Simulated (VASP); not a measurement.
## Cu: a changed input and its effect

System: Cu (Fm-3m, 1 atom in the cell).
Method of the first run: Kohn-Sham DFT of a periodic cell, r2SCAN, VASP PAW PBE potentials, recommended, no spin polarisation (VASP 6.6.1).

The structure derives from an entry of the Crystallography Open Database. 

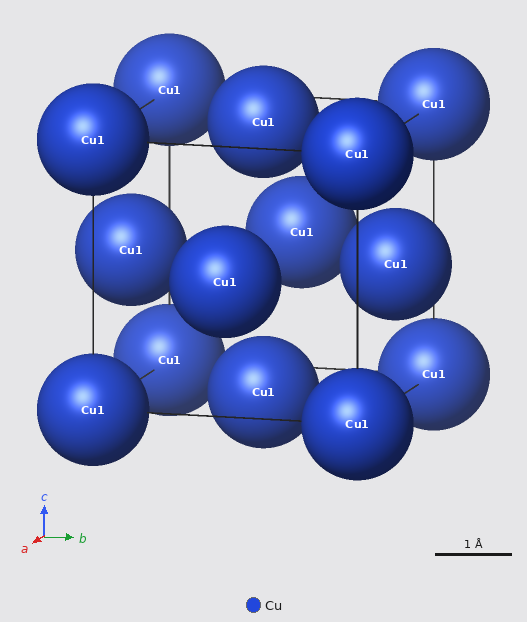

The structure as given in the input (spheres-only view of the cell 4 times as large as that of the calculation, set on its symmetry axes, seen slightly off an axis; atoms are numbered from 1 in the order of the input).

INCAR, the first run:
```
PREC     = Accurate       # precision mode
ENCUT    = 600            # plane-wave cutoff, eV
EDIFF    = 1E-7           # SCF threshold, eV
ISMEAR   = 0              # smearing method
SIGMA    = 0.1            # smearing width, eV
LREAL    = False          # projectors in reciprocal space
LASPH    = True           # aspherical terms in the spheres
NELM     = 80             # most SCF steps
ALGO     = Normal         # electronic algorithm
ISIF     = 3              # what is computed and relaxed
LWAVE    = False          # write WAVECAR
LCHARG   = False          # write CHGCAR
METAGGA  = R2SCAN         # meta-GGA
LMIXTAU  = True         
IBRION   = 2              # ionic algorithm
NSW      = 90             # ionic steps
EDIFFG   = -0.005         # ionic threshold
```

KPOINTS, the first run:
```
Automatic mesh
0
Gamma
  20 20 20
```

POSCAR, the first run:
```
Cu
1.0
    0.0000000000      1.8250000000      1.8250000000
    1.8250000000      0.0000000000      1.8250000000
    1.8250000000      1.8250000000      0.0000000000
Cu
1
Direct
    0.0000000000      0.0000000000      0.0000000000
```

Command:
```bash
cat potpaw_PBE.64/Cu/POTCAR > POTCAR
mpirun -np 1 vasp_std > vasp.out
```

Hardware: 1 thread of AMD EPYC (Zen 5), 176 GiB of memory available, shared host.

OSZICAR and lines of OUTCAR (the first run):
```
N       E                     dE             d eps       ncg     rms          rms(c)
DAV:   1     0.310735779305E+02    0.31074E+02   -0.62988E+03  4728   0.231E+03
DAV:   2    -0.128434153378E+02   -0.43917E+02   -0.41692E+02  4617   0.210E+02
DAV:   3    -0.133781135643E+02   -0.53470E+00   -0.53299E+00  5462   0.340E+01
DAV:   4    -0.133824137640E+02   -0.43002E-02   -0.42998E-02  5612   0.275E+00
DAV:   5    -0.133824731857E+02   -0.59422E-04   -0.59422E-04  5465   0.258E-01    0.777E+00
DAV:   6    -0.114912196177E+02    0.18913E+01   -0.29139E+01  4886   0.132E+02    0.597E+00
DAV:   7    -0.108192741306E+02    0.67195E+00   -0.58072E+00  4950   0.563E+01    0.419E-01
[...]
       N       E                     dE             d eps       ncg     rms          rms(c)
DAV:   1    -0.108291632600E+02   -0.24429E-03   -0.48189E-03  4851   0.185E+00    0.128E-01
DAV:   2    -0.108290096214E+02    0.15364E-03   -0.37807E-03  4868   0.141E+00    0.509E-02
DAV:   3    -0.108289357683E+02    0.73853E-04   -0.69385E-04  4928   0.598E-01    0.212E-02
DAV:   4    -0.108289233240E+02    0.12444E-04   -0.55417E-05  5671   0.117E-01    0.711E-03
DAV:   5    -0.108289241205E+02   -0.79647E-06   -0.10814E-05  4996   0.631E-02    0.348E-04
DAV:   6    -0.108289244185E+02   -0.29800E-06   -0.15381E-07  3183   0.755E-03    0.614E-04
DAV:   7    -0.108289245779E+02   -0.15944E-06   -0.37884E-08  2348   0.435E-03    0.384E-05
DAV:   8    -0.108289245823E+02   -0.44063E-08   -0.71911E-09  2322   0.148E-03
   5 F= -.10828925E+02 E0= -.10828335E+02  d E =-.560472E-05
[... from OUTCAR:]
  free energy    TOTEN  =       -10.82892458 eV
  energy without entropy =      -10.82774638  energy(sigma->0) =      -10.82833548
 E-fermi :   7.7151     XC(G=0): -13.9332     alpha+bet :-13.8046
  free  energy   TOTEN  =       -10.8289245823 eV
  energy  without entropy=      -10.8277463764  energy(sigma->0) =      -10.82833548
```

For the second run the input was changed thus:
```diff
+LUSE_VDW = True         
+IVDW_NL  = 2            
+BPARAM   = 11.95        
+CPARAM   = 0.0093
```

Predict how the results change.

The total energies belong to different models, so their difference says nothing on which is more stable or more accurate. The volume per atom goes from 11.48 to 11.36 Å³. The SCF takes 62 iterations over all geometry steps against 55. On the same kind of shared host the second run took about 1.5 times as long.

OSZICAR and lines of OUTCAR (the second run):
```
N       E                     dE             d eps       ncg     rms          rms(c)
DAV:   1     0.313198207786E+02    0.31320E+02   -0.62960E+03  4728   0.231E+03
DAV:   2    -0.125906613343E+02   -0.43910E+02   -0.41694E+02  4617   0.209E+02
DAV:   3    -0.131246731737E+02   -0.53401E+00   -0.53228E+00  5462   0.340E+01
DAV:   4    -0.131289563102E+02   -0.42831E-02   -0.42827E-02  5621   0.274E+00
DAV:   5    -0.131290147704E+02   -0.58460E-04   -0.58460E-04  5465   0.255E-01    0.794E+00
DAV:   6    -0.112242820181E+02    0.19047E+01   -0.30294E+01  4882   0.135E+02    0.609E+00
DAV:   7    -0.105222500606E+02    0.70203E+00   -0.60024E+00  4951   0.572E+01    0.420E-01
[...]
DAV:   8    -0.105394048281E+02   -0.68096E-08   -0.80068E-09  2316   0.148E-03
   5 F= -.10539405E+02 E0= -.10538814E+02  d E =-.616594E-05
       N       E                     dE             d eps       ncg     rms          rms(c)
DAV:   1    -0.105394119726E+02   -0.71513E-05   -0.12899E-04  4837   0.303E-01    0.209E-02
DAV:   2    -0.105394036593E+02    0.83133E-05   -0.10035E-04  4869   0.230E-01    0.823E-03
DAV:   3    -0.105394040108E+02   -0.35153E-06   -0.18218E-05  4423   0.972E-02    0.346E-03
DAV:   4    -0.105394046076E+02   -0.59681E-06   -0.14807E-06  4475   0.191E-02    0.116E-03
DAV:   5    -0.105394048566E+02   -0.24895E-06   -0.29490E-07  2575   0.106E-02    0.599E-05
DAV:   6    -0.105394048153E+02    0.41277E-07   -0.76304E-09  2316   0.184E-03
   6 F= -.10539405E+02 E0= -.10538814E+02  d E =-.615313E-05
[... from OUTCAR:]
  free energy    TOTEN  =       -10.53940482 eV
  energy without entropy =      -10.53822359  energy(sigma->0) =      -10.53881420
 E-fermi :   7.8363     XC(G=0): -14.0374     alpha+bet :-13.9595
  free  energy   TOTEN  =       -10.5394048153 eV
  energy  without entropy=      -10.5382235889  energy(sigma->0) =      -10.53881420
```

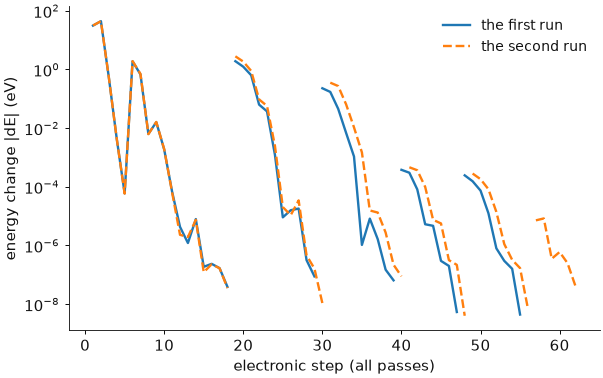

Convergence of the two runs: energy change |dE| against the electronic step. A break in a curve parts two SCF passes. The first run takes 55 steps in all, and the second run takes 62.

The two runs side by side:

```tsv
quantity	the first run	the second run
outcome	converged	converged
free energy per atom (eV)	−10.8289	−10.5394
energy per atom, smearing taken to zero (eV)	−10.8283	−10.5388
gap on the mesh (eV)	0.00	0.00
pressure (GPa)	−0.07	−0.03
volume per atom (Å³)	11.48	11.36
largest force (eV/Å)	0.000	0.000
SCF iterations	55	62
irreducible k-points	256	256
```

For both runs: The volume changed by more than 5 % on the plane waves of the start, so the result carries a basis error; a second relaxation from the end is advised.
